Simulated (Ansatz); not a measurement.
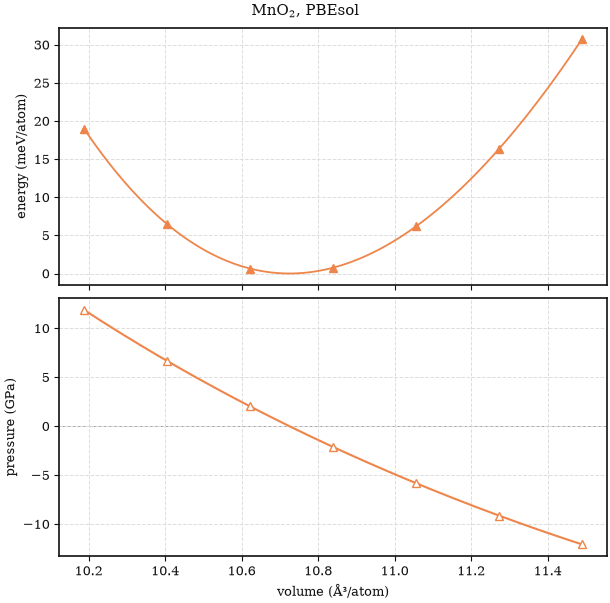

The plot gives the computed energy and pressure against volume for MnO₂, space group P-3m1 (No. 164).

Cell as given: a = 2.857 Å, b = 2.857 Å, c = 4.601 Å, α = 90.00°, β = 90.00°, γ = 120.00°; 3 atoms.

Computed with Ansatz 0.2.0: all-electron LAPW DFT, collinear spins; energies at scaled volumes of the given cell, shape and fractions fixed, counted from the fit's minimum, third-order Birch-Murnaghan fit. Level: PBEsol, collinear spin.

- k mesh: 11×11×6
- occupations: Fermi–Dirac
- smearing width: 0.05 eV
- potentials: all electron LAPW, scalar relativistic
- program settings: basis error eV/atom 0.002

Give the values behind the plot as a table.

| volume (Å³/atom) | energy (meV/atom) | pressure (GPa) |
| --- | --- | --- |
| 10.19 | 18.92 | 11.86 |
| 10.41 | 6.46 | 6.66 |
| 10.62 | 0.64 | 2.02 |
| 10.84 | 0.76 | −2.12 |
| 11.06 | 6.19 | −5.82 |
| 11.27 | 16.35 | −9.13 |
| 11.49 | 30.73 | −12.07 |

Note: shape and atomic fractions are frozen while scaling, which makes layered, chain and framework solids too stiff.
